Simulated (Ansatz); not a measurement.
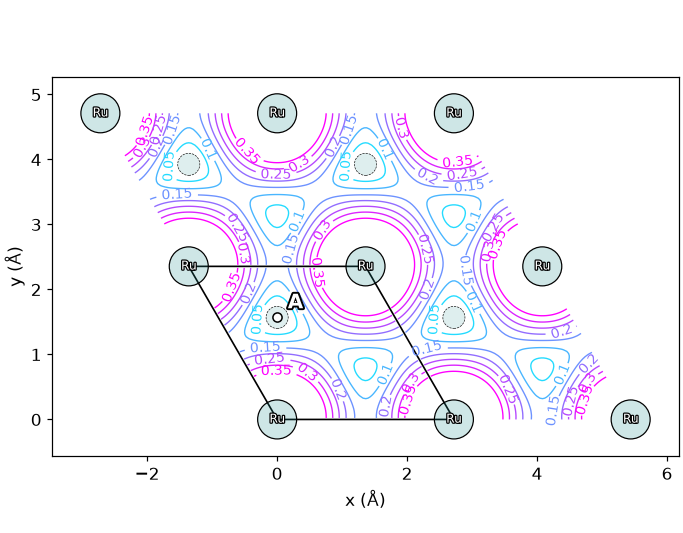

Si on a Ru(001) slab cut from the P6_3/mmc phase, its upper half relaxed before the scan (4 atoms of substrate and one adsorbate in a 1 × 1 cell). 
- Si is moved over the surface cell; relaxed at each place: the height of the adsorbate's atoms; substrate rigid; the origin of the map has the adsorbate above Ru4.
- Places are given modulo a cell vector. The map is drawn in real space over the plane of the surface.
- The scan uses a 6 × 6 grid; 10 points were computed and 26 follow by symmetry.
- All energies are given in eV relative to the lowest grid point.
- With one adsorbate in each 1 × 1 cell, its nearest image is 2.7 Å away, so neighbouring adsorbates interact.
- Method: Ansatz, DFT PBE, scalar-relativistic, plane waves, PAW. Settings: cutoff 420 eV, k-mesh 12×12×1, gaussian smearing 0.1 eV, no spin polarisation.

In the figure: contour lines labelled in eV (none above 0.35), labelled circles for the atoms of the top layer and small ones for the second layer, the outline of one cell of the 2 × 2 shown, the point A. Between grid points the surface is interpolated.

> Find the lowest pass out of the well at A.

The easiest path leads from the well at a threefold hollow over a second-layer Ru atom, (2/6, 4/6) of the cell vectors to the well at a threefold hollow, (4/6, 2/6) of the cell vectors, about 0.033 eV higher. Its highest point lies about 0.12 eV above the bottom of the first well on the interpolated surface, at a bridge site between two Ru atoms, (3/6, 0/6) of the cell vectors. Seen from the upper well the barrier is about 0.091 eV. This is the barrier on the constrained surface; relaxing the other coordinates would change it.

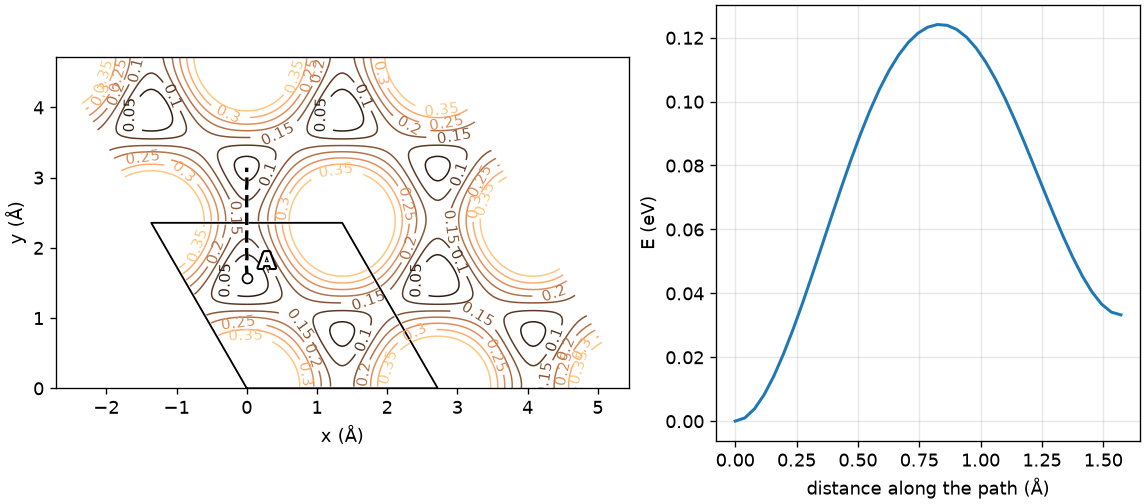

Drawn: contour lines labelled in eV (none above 0.35), a line along the lowest path, the outline of one cell of the 2 × 2 shown, the energy along the path at the right. Between grid points the surface is interpolated.

PAW datasets: the set soft_1.
